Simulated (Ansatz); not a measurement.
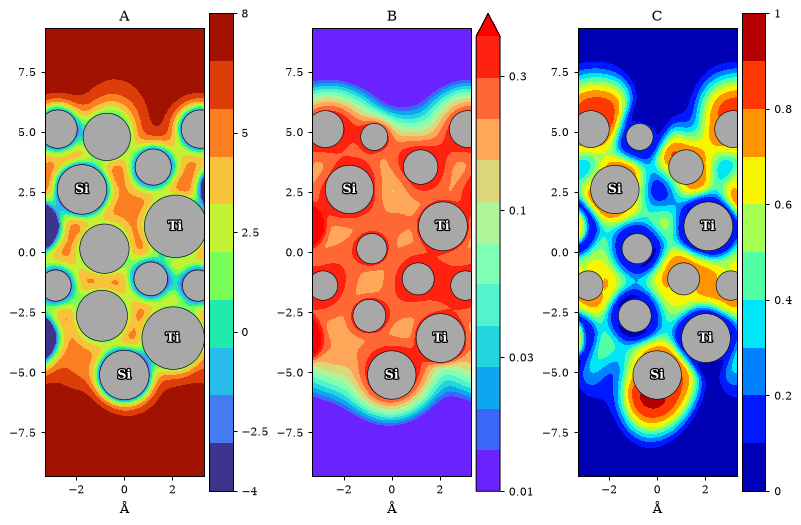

TiSi2 (slab): 3 fields on the (110) plane of the calculation cell, a cut from vacuum to vacuum, with unlabelled colour scales. Grey discs cover the atomic cores.

Not relaxed (largest force 0.9 eV/Å); computed without spin polarisation.

All numbers below come from DFT r2SCAN, scalar-relativistic, plane waves, PAW (Ansatz 0.2.0).

> Match the panels to the quantities (electron localisation function, electrostatic potential energy of an electron and valence pseudo-density).

Panel A: electrostatic potential energy of an electron (low next to the atoms, rising into the space between them). Panel B: valence pseudo-density. Panel C: electron localisation function. From the grid: Ti–Si (2.55 Å): ρ is about 0.34 e/Å³ halfway; the ELF peaks at about 0.75 in the valence shell of Si, 0.9 Å from its nucleus, and is about 0.45 at the midpoint.
